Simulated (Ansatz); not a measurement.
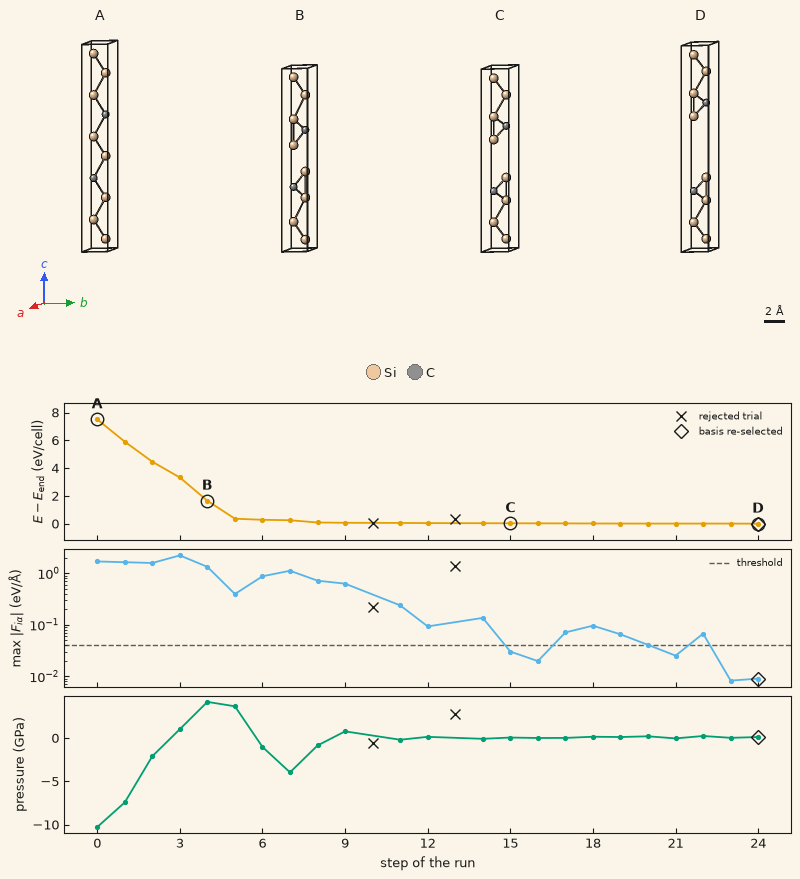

Frames of a relaxation of solid Si₄C (a generated structure, set up in P-3m1) (coarse preliminary run), marked on the history of the run. A ball-and-stick model of the cell of the calculation, seen slightly off an axis.

All numbers below come from DFT PBE, scalar-relativistic, plane waves, PAW (Ansatz).

Input
```yaml
crystal:
  lattice:
    - [2.78007737, 0.0, 0.0]
    - [-1.39003868, 2.40761762, 0.0]
    - [0.0, 0.0, 21.99140892]
  atoms:
    - { symbol: Si, position: [0.33333333, 0.66666667, 0.85] }
    - { symbol: Si, position: [0.33333333, 0.66666667, 0.05] }
    - { symbol: Si, position: [0.33333333, 0.66666667, 0.25] }
    - { symbol: Si, position: [0.33333333, 0.66666667, 0.45] }
    - { symbol: Si, position: [0.66666667, 0.33333333, 0.75] }
    - { symbol: Si, position: [0.66666667, 0.33333333, 0.95] }
    - { symbol: Si, position: [0.66666667, 0.33333333, 0.15] }
    - { symbol: Si, position: [0.66666667, 0.33333333, 0.55] }
    - { symbol: C, position: [0.33333333, 0.66666667, 0.65] }
    - { symbol: C, position: [0.66666667, 0.33333333, 0.35] }
basis:
  ecutwfc: 420
kpoints:
  mp_grid: { grid: [6, 6, 1] }
hamiltonian:
  xc: pbe
scf:
  occupations: { method: gaussian, width: 0.1 }
  lower_state_search: "off"
output:
  forces: true
  stress: true
  eigenvalues: true
relax:
  adjacent_minimum: "off"
  f_tol: 0.04
  max_steps: 70
  cell: { stress_tol: 0.4 }
```

Command:
```bash
ansatz run input.yaml --threads 1 --pin off --max-ram 2560MiB --backend cpu --events-out ev --progress --plain --runs-dir out
```

Describe the path.

The largest moves relative to the cell, 2.22 Å, are those of Si4 and Si8. Si4 goes along −c. Largest moves by element: Si 2.22 Å, C 1.33 Å. Cell: a = b 2.780 → 2.891 Å (+4.0 %), c 21.991 → 21.868 Å (−0.6 %). Volume +7.5 %. Some distances before and after: Si4–Si8 2.723 → 6.840 Å, Si3–Si4 4.398 → 2.426 Å, Si3–C10 2.723 → 2.017 Å, Si4–C10 2.723 → 2.111 Å. Bond angles that change, for instance: Si6–Si1–Si6 61.4° → 69.6°, Si5–Si1–Si6 107.8° → 101.3°, Si6–Si2–Si7 107.8° → 101.7°. The space group stays P-3m1 (No. 164). Over 21 accepted moves (24 points after the start) the energy falls by 7.506 eV per cell of the calculation. The largest force component goes from 1.7 to 0.009 eV/Å. Pressure: −10.27 GPa at the start and 0.12 GPa at the end. The line search rejected the trial steps at points 10, 13 of the run. At 1 point the geometry stayed and the basis and grid were re-selected for the new cell (energy shift of 9.8 meV per cell of the calculation at most each time). Cost: 52 s on 1 thread of Intel(R) Xeon(R) Platinum 8488C (Sapphire Rapids) (shared host), peak memory 0.45 GiB. From step 0 to 4: Si atoms move most (0.63 Å), volume −15.4 %, energy −5.852 eV per cell of the calculation. From step 4 to 15: Si atoms move most (0.62 Å), volume +13.2 %, energy −1.624 eV per cell of the calculation. From step 15 to 24: Si atoms move most (0.96 Å), volume +12.4 %, energy −29.5 meV per cell of the calculation.

| step | E − E(0), meV/atom | largest force component, eV/Å | pressure, GPa | volume, Å³/atom | note |
| --- | --- | --- | --- | --- | --- |
| 0 | 0.00 | 1.6871 | -10.27 | 14.720 |  |
| 1 | -160.34 | 1.6314 | -7.43 | 13.729 |  |
| 2 | -304.51 | 1.5763 | -2.10 | 12.743 |  |
| 3 | -418.06 | 2.2092 | 1.02 | 12.470 |  |
| 4 | -585.24 | 1.3274 | 4.17 | 12.448 |  |
| 5 | -714.60 | 0.3945 | 3.66 | 13.183 |  |
| 6 | -722.24 | 0.8707 | -1.02 | 14.167 |  |
| 7 | -725.63 | 1.1138 | -3.96 | 14.215 |  |
| 8 | -741.70 | 0.7157 | -0.86 | 13.977 |  |
| 9 | -743.92 | 0.6264 | 0.77 | 14.039 |  |
| 10 | -743.35 | 0.2172 | -0.52 | 14.012 | rejected |
| 11 | -744.84 | 0.2381 | -0.20 | 13.863 |  |
| 12 | -746.16 | 0.0930 | 0.14 | 13.908 |  |
| 13 | -715.90 | 1.3561 | 2.76 | 14.294 | rejected |
| 14 | -746.90 | 0.1360 | -0.09 | 14.143 |  |
| 15 | -747.61 | 0.0303 | 0.06 | 14.088 |  |
| 16 | -747.79 | 0.0198 | 0.01 | 14.140 |  |
| 17 | -748.28 | 0.0711 | 0.02 | 14.370 |  |
| 18 | -748.84 | 0.0960 | 0.15 | 14.683 |  |
| 19 | -749.36 | 0.0653 | 0.12 | 15.028 |  |
| 20 | -749.61 | 0.0408 | 0.20 | 15.368 |  |
| 21 | -749.62 | 0.0252 | -0.04 | 15.624 |  |
| 22 | -749.51 | 0.0674 | 0.24 | 15.839 |  |
| 23 | -749.58 | 0.0083 | 0.03 | 15.830 |  |
| 24 | -750.56 | 0.0090 | 0.12 | 15.830 | same geometry, new basis |

Limits of the set-up: the k-point mesh is coarse for a cell with partly filled bands.
